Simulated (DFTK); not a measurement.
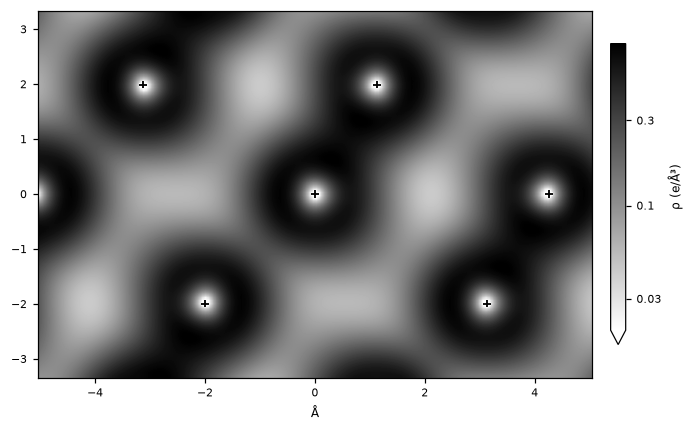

The valence electron density on a plane through atoms (crosses mark nuclei in the plane).

Theory: Kohn-Sham DFT of a periodic cell, PBE, dojo.nc.sr.PBE.v0_4_1.standard.upf (DFTK).

Candidates:
A. P, a = 3.45 Å, b = 3.45 Å, c = 9.39 Å, α = 90.00°, β = 90.00°, γ = 120.00°. Space group R-3m; a structure from a database of computed crystals, not necessarily the ambient phase.
B. Au, a = 3.31 Å, b = 3.31 Å, c = 3.31 Å, α = 90.00°, β = 90.00°, γ = 90.00°. Space group Im-3m; a structure from a database of computed crystals, not necessarily the ambient phase.
C. Ir, a = 3.83 Å, b = 3.83 Å, c = 3.83 Å, α = 90.00°, β = 90.00°, γ = 90.00°. Space group Fm-3m; computed pressure about 10 GPa in this cell.

Which system is this?

Answer. Candidate A: P on the (110) plane of the conventional cell, which holds P. P–P (2.29 Å): the density is about 0.68 e/Å³ at the midpoint.
